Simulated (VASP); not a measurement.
**Geometry relaxation of SnS (part 2 of 3)**

The same run, continued: SnS (Pnma, 8 atoms in the cell); Kohn-Sham DFT of a periodic cell, PBE, VASP PAW PBE potentials, minimal, no spin polarisation (VASP 6.6.1); cutoff 300 eV, 2×4×3 k-mesh, Gaussian smearing of 0.03 eV. The structure derives from an entry of the Crystallography Open Database.

Geometry of the input (Å; fractional positions):
```
11.4521  0.0000  0.0000
0.0000  4.0347  -0.0000
0.0000  0.0000  4.3356
Sn 0.1224  0.2500  0.1180
Sn 0.3776  0.7500  0.6180
Sn 0.6224  0.2500  0.3820
Sn 0.8776  0.7500  0.8820
S  0.8523  0.2500  0.4757
S  0.6477  0.7500  0.9757
S  0.3523  0.2500  0.0243
S  0.1477  0.7500  0.5243
```

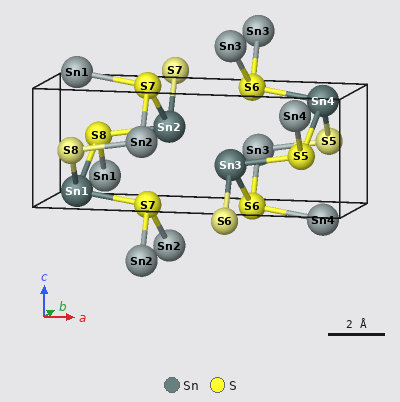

Fig. 1: The starting structure (ball-and-stick view of the cell of the calculation, seen slightly off an axis; neighbours outside the cell are drawn fainter; atoms are numbered from 1 in the order of the input).

### Parts of OUTCAR, continued
```
   k-points           NKPTS =     12   k-points in BZ     NKDIM =     12   number of bands    NBANDS=     25
   number of dos      NEDOS =    301   number of ions     NIONS =      8
   total plane-waves  NPLWV =  40320
   dimension x,y,z NGX =    70 NGY =   24 NGZ =   24
   dimension x,y,z NGXF=   140 NGYF=   48 NGZF=   48
   ions per type =               4   4
   NGX,Y,Z   is equivalent  to a cutoff of  10.16,  9.89,  9.20 a.u.
   NGXF,Y,Z  is equivalent  to a cutoff of  20.32, 19.78, 18.41 a.u.
 SYSTEM =  SnS
   PREC   = accura    normal or accurate (medium, high low for compatibility)
   ISTART =      0    job   : 0-new  1-cont  2-samecut
   ICHARG =      2    charge: 1-file 2-atom 10-const
   ISPIN  =      1    spin polarized calculation?
   LNONCOLLINEAR =      F non collinear calculations
   LSORBIT =      F    spin-orbit coupling
   LASPH  =      T    aspherical Exc in radial PAW
   ENCUT  =  300.0 eV  22.05 Ry    4.70 a.u.  16.17  5.70  6.12*2*pi/ulx,y,z
   NELM   =     80;   NELMIN=  2; NELMDL= -5     # of ELM steps
   EDIFF  = 0.1E-06   stopping-criterion for ELM
   LREAL  =      F    real-space projection
   EDIFFG = -.5E-02   stopping-criterion for IOM
   NSW    =     90    number of steps for IOM
   IBRION =      2    ionic relax: 0-MD 1-quasi-New 2-CG
   NFREE  =      1    steps in history (QN), initial steepest desc. (CG)
   ISIF   =      3    stress and relaxation
   ISYM   =      2    0-nonsym 1-usesym 2-fastsym
   POTIM  = 0.5000    time-step for ionic-motion
   TEBEG  =    0.0;   TEEND  =   0.0 temperature during run
   PSTRESS=    0.0 pullay stress
   NELECT =      40.0000    total number of electrons
   NUPDOWN=      -1.0000    fix difference up-down
   EMIN   =  10.00;   EMAX   =-10.00  energy-range for DOS
   EFERMI =   0.00;   METHOD = LEGACY
   ISMEAR =     0;   SIGMA  =   0.03  broadening in eV -4-tet -1-fermi 0-gaus
   EFERMI_NEDOS =   21; number of points for ismear=-14 and -15
   IALGO  =     38    algorithm
   IMIX   =      4    mixing-type and parameters
     AMIX     =   0.40;   BMIX     =  1.00
     AMIX_MAG =   1.60;   BMIX_MAG =  1.00
  volume/ion in A,a.u.               =      25.04       168.99
  Fermi-wavevector in a.u.,A,eV,Ry     =   0.956853  1.808189 12.457045  0.915567
  Thomas-Fermi vector in A             =   2.085818
   LORBIT       =      0    0 simple, 1 ext, 2 COOP (PROOUT), +10 PAW based schemes
   GGA     = PE    functional components
   LHFCALC =     F    Hartree Fock is set to
   AEXX    =    0.0000 exact exchange contribution
   IVDW    =     0    specifies the selected vdW correction
   LEPSILON=     F    determine dielectric tensor
   LRPA    =     F    only Hartree local field effects (RPA)
 conjugate gradient relaxation of ions
 non-spin polarized calculation
 Gauss-broadening in eV      SIGMA  =   0.03
  energy-cutoff  :      300.00
  volume of cell :      200.33
 maximum number of plane-waves:      2380
 NGX is ok and might be reduce to    70
   NGX = 33   NGY = 11   NGZ = 13

--------------------------------------- Ionic step        1  -------------------------------------------

 number of electron      40.0000009 magnetization

 Free energy of the ion-electron system (eV)
  ---------------------------------------------------
  ext. energy  EPLUGINS =         0.00000000
  ---------------------------------------------------
  free energy    TOTEN  =       -35.49847817 eV

  energy without entropy =      -35.49847817  energy(sigma->0) =      -35.49847817

------------------------ aborting loop because EDIFF is reached ----------------------------------------

  FORCE on cell =-STRESS in cart. coord.  units (eV):
  Direction    XX          YY          ZZ          XY          YZ          ZX
  --------------------------------------------------------------------------------------
  -------------------------------------------------------------------------------------
  Total        0.1150984      0.0881926      0.0777324      0.0000000      0.0000000      0.0000000
  in kB        0.9205142      0.7053316      0.6216746      0.0000000      0.0000000      0.0000000
  external PRESSURE =       0.7491735 kB  Pullay stress =       0.0000000 kB

 VOLUME and BASIS-vectors are now :
 -----------------------------------------------------------------------------
  energy-cutoff  :      300.00
  volume of cell :      200.33
      direct lattice vectors                 reciprocal lattice vectors
    11.452089847  0.000000000  0.000000000     0.087320307  0.000000000  0.000000000
     0.000000000  4.034717503  0.000000000     0.000000000  0.247848827  0.000000000
     0.000000000  0.000000000  4.335621987     0.000000000  0.000000000  0.230647414

 POSITION                                       TOTAL-FORCE (eV/Angst)
 -----------------------------------------------------------------------------------
      1.40200      1.00868      0.51165        -0.003550      0.000000     -0.003569
      4.32405      3.02604      2.67946         0.003550     -0.000000     -0.003569
      7.12804      1.00868      1.65616        -0.003550     -0.000000      0.003569
     10.05009      3.02604      3.82397         0.003550      0.000000      0.003569
      9.76110      1.00868      2.06226         0.001451      0.000000      0.001204
      7.41704      3.02604      4.23007        -0.001451      0.000000      0.001204
      4.03505      1.00868      0.10556         0.001451     -0.000000     -0.001204
      1.69099      3.02604      2.27337        -0.001451     -0.000000     -0.001204
 -----------------------------------------------------------------------------------
    total drift:                                0.000000      0.000000      0.000000

  FREE ENERGIE OF THE ION-ELECTRON SYSTEM (eV)
  ---------------------------------------------------
  free  energy   TOTEN  =       -35.4984781708 eV

  energy  without entropy=      -35.4984781707  energy(sigma->0) =      -35.49847817

--------------------------------------- Ionic step        2  -------------------------------------------

 number of electron      40.0000009 magnetization

------------------------ aborting loop because EDIFF is reached ----------------------------------------

  FORCE on cell =-STRESS in cart. coord.  units (eV):
  Direction    XX          YY          ZZ          XY          YZ          ZX
  --------------------------------------------------------------------------------------
  -------------------------------------------------------------------------------------
  Total       -0.0276152     -0.0317752     -0.0349788      0.0000000      0.0000000      0.0000000
  in kB       -0.2204826     -0.2536963     -0.2792743      0.0000000      0.0000000      0.0000000
  external PRESSURE =      -0.2511511 kB  Pullay stress =       0.0000000 kB

 VOLUME and BASIS-vectors are now :
 -----------------------------------------------------------------------------
  energy-cutoff  :      300.00
  volume of cell :      200.67
      direct lattice vectors                 reciprocal lattice vectors
    11.460038529  0.000000000  0.000000000     0.087259742  0.000000000  0.000000000
     0.000000000  4.036863288  0.000000000     0.000000000  0.247717083 -0.000000000
     0.000000000  0.000000000  4.337654318     0.000000000  0.000000000  0.230539348

 POSITION                                       TOTAL-FORCE (eV/Angst)
 -----------------------------------------------------------------------------------
      1.40280      1.00922      0.51172         0.007641      0.000000      0.002661
      4.32722      3.02765      2.68054        -0.007641      0.000000      0.002661
      7.13282      1.00922      1.65711         0.007641     -0.000000     -0.002661
     10.05724      3.02765      3.82594        -0.007641     -0.000000     -0.002661
      9.76794      1.00922      2.06328        -0.005641      0.000000      0.006048
      7.42211      3.02765      4.23211         0.005641      0.000000      0.006048
      4.03792      1.00922      0.10555        -0.005641     -0.000000     -0.006048
      1.69210      3.02765      2.27437         0.005641     -0.000000     -0.006048
 -----------------------------------------------------------------------------------
    total drift:                                0.000000      0.000000      0.000000

  FREE ENERGIE OF THE ION-ELECTRON SYSTEM (eV)
  ---------------------------------------------------
  free  energy   TOTEN  =       -35.4985251035 eV

  energy  without entropy=      -35.4985251035  energy(sigma->0) =      -35.49852510

--------------------------------------- Ionic step        3  -------------------------------------------

 number of electron      40.0000009 magnetization

------------------------ aborting loop because EDIFF is reached ----------------------------------------

  FORCE on cell =-STRESS in cart. coord.  units (eV):
  Direction    XX          YY          ZZ          XY          YZ          ZX
  --------------------------------------------------------------------------------------
  -------------------------------------------------------------------------------------
  Total        0.0145816      0.0036728     -0.0017408      0.0000000      0.0000000      0.0000000
  in kB        0.1164811      0.0293394     -0.0139060      0.0000000      0.0000000      0.0000000
  external PRESSURE =       0.0439715 kB  Pullay stress =       0.0000000 kB

 VOLUME and BASIS-vectors are now :
 -----------------------------------------------------------------------------
  energy-cutoff  :      300.00
  volume of cell :      200.57
      direct lattice vectors                 reciprocal lattice vectors
    11.457625602  0.000000000  0.000000000     0.087278118  0.000000000  0.000000000
     0.000000000  4.036211907  0.000000000     0.000000000  0.247757061 -0.000000000
     0.000000000  0.000000000  4.337037377     0.000000000  0.000000000  0.230572142

 POSITION                                       TOTAL-FORCE (eV/Angst)
 -----------------------------------------------------------------------------------
      1.40256      1.00905      0.51170         0.004258      0.000000      0.000851
      4.32626      3.02716      2.68022        -0.004258      0.000000      0.000851
      7.13137      1.00905      1.65682         0.004258     -0.000000     -0.000851
     10.05507      3.02716      3.82534        -0.004258     -0.000000     -0.000851
      9.76587      1.00905      2.06297        -0.003503      0.000000      0.004590
      7.42057      3.02716      4.23149         0.003503      0.000000      0.004590
      4.03705      1.00905      0.10555        -0.003503     -0.000000     -0.004590
      1.69176      3.02716      2.27407         0.003503     -0.000000     -0.004590
 -----------------------------------------------------------------------------------
    total drift:                                0.000000     -0.000000     -0.000000

  FREE ENERGIE OF THE ION-ELECTRON SYSTEM (eV)
  ---------------------------------------------------
  free  energy   TOTEN  =       -35.4985348577 eV

  energy  without entropy=      -35.4985348577  energy(sigma->0) =      -35.49853486

--------------------------------------- Ionic step        4  -------------------------------------------

 number of electron      40.0000009 magnetization

------------------------ aborting loop because EDIFF is reached ----------------------------------------

  FORCE on cell =-STRESS in cart. coord.  units (eV):
  Direction    XX          YY          ZZ          XY          YZ          ZX
  --------------------------------------------------------------------------------------
  -------------------------------------------------------------------------------------
  Total        0.0108953      0.0005593     -0.0045835      0.0000000      0.0000000      0.0000000
  in kB        0.0870283      0.0044672     -0.0366119      0.0000000      0.0000000      0.0000000
  external PRESSURE =       0.0182945 kB  Pullay stress =       0.0000000 kB

 VOLUME and BASIS-vectors are now :
 -----------------------------------------------------------------------------
  energy-cutoff  :      300.00
  volume of cell :      200.58
      direct lattice vectors                 reciprocal lattice vectors
    11.457905715  0.000000000  0.000000000     0.087275984  0.000000000  0.000000000
     0.000000000  4.036287525  0.000000000     0.000000000  0.247752419 -0.000000000
     0.000000000  0.000000000  4.337108996     0.000000000  0.000000000  0.230568335

 POSITION                                       TOTAL-FORCE (eV/Angst)
 -----------------------------------------------------------------------------------
      1.40258      1.00907      0.51170         0.004659      0.000000      0.001067
      4.32637      3.02722      2.68025        -0.004659      0.000000      0.001067
      7.13154      1.00907      1.65686         0.004659     -0.000000     -0.001067
     10.05532      3.02722      3.82541        -0.004659     -0.000000     -0.001067
      9.76611      1.00907      2.06301        -0.003750      0.000000      0.004763
      7.42075      3.02722      4.23156         0.003750      0.000000      0.004763
      4.03715      1.00907      0.10555        -0.003750     -0.000000     -0.004763
      1.69180      3.02722      2.27410         0.003750     -0.000000     -0.004763
 -----------------------------------------------------------------------------------
    total drift:                                0.000000     -0.000000     -0.000000

  FREE ENERGIE OF THE ION-ELECTRON SYSTEM (eV)
  ---------------------------------------------------
  free  energy   TOTEN  =       -35.4985348496 eV

  energy  without entropy=      -35.4985348496  energy(sigma->0) =      -35.49853485
```
